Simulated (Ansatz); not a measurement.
CdS

Input

```
crystal:
  lattice:
    - [-1.8584963904, 1.8584963904, 7.2693514711]
    - [1.8584963904, -1.8584963904, 7.2693514711]
    - [1.8584963904, 1.8584963904, -7.2693514711]
  atoms:
    - { symbol: Cd, position: [0.8292314406, 0.8292314406, 0.0] }
    - { symbol: Cd, position: [0.1707685594, 0.1707685594, 0.0] }
    - { symbol: S, position: [0.647047641, 0.647047641, 0.0] }
    - { symbol: S, position: [0.352952359, 0.352952359, 0.0] }
kpoints:
  mp_grid: { grid: [8, 8, 8] }
hamiltonian:
  xc: r2scan
  dispersion: rvv10
scf:
  occupations: { method: fermi_dirac, width: 0.03 }
relax:
  f_tol: 0.01
  cell: {}
  max_steps: 120
output:
  write_density: true
  write_potential: true
  elf: true
  volumetric_format: npy
```

Launched as:

```sh
ansatz run input.yaml --threads 2 --pin off --max-ram 2211MiB --backend cpu --events-out ev --progress --plain --runs-dir out
```

Below, planes, directions and counts refer to the conventional cell (a = 3.74 Å, b = 3.74 Å, c = 13.43 Å, α = 90.00°, β = 90.00°, γ = 90.00°).

The fields are those of the run's last geometry, not of the input's.

Space group I4/mmm; a structure from a database of computed crystals, not necessarily the ambient phase; started from the HgF-139 prototype, which need not be the ambient phase.

Computed with Ansatz 0.2.0, DFT, r2SCAN+rVV10, plane waves, PAW.

In a PAW calculation such maps are meaningful between the atoms, not at the nuclei.

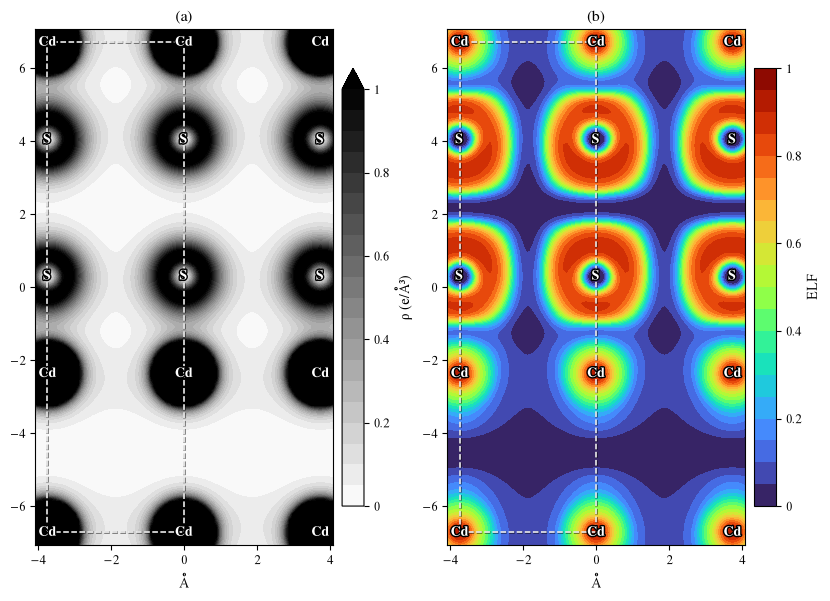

Figure 1. (a) valence pseudo-density; (b) electron localisation function on the (100) plane of the conventional cell.

Question: Interpret the plot.

Answer: The plane passes through Cd and S nuclei.
Cd–S (2.67 Å): ρ is about 0.33 e/Å³ halfway; the ELF peaks at about 0.85 in the valence shell of S, 0.8 Å from its nucleus, and drops to about 0.15 between the two atoms.
Between the atoms the lowest density in this plane is 0.01 e/Å³.
The features right at Cd lie inside the PAW spheres, where the map follows smoothed inner orbitals and isn't to be read closely.

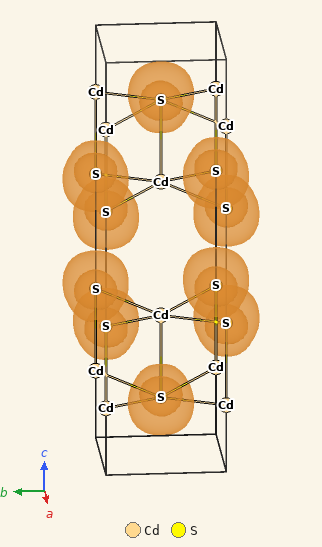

Figure 2. Isosurface of the ELF at 0.8 (orange), seen at an oblique angle. Core shells and regions of very low density are left out. Sticks mark near contacts.

Question: Identify the bonds, lone pairs and shells in this picture.

Answer: At this value the surface marks out four regions wrapped around S (the valence shell of each), counted in one cell of 8 atoms. Any copies at cell faces, edges or corners count once. Profiles from the grid: Cd–S (2.66 Å): the ELF peaks at about 0.85 in the valence shell of S, 0.8 Å from its nucleus, and drops to about 0.15 between the two atoms.

Question: Metal or insulator at this level of theory?

Answer: It is gapped, with a Kohn–Sham gap of 0.64 eV on the k-point mesh (the band edges may lie off the mesh, which would make the gap smaller).
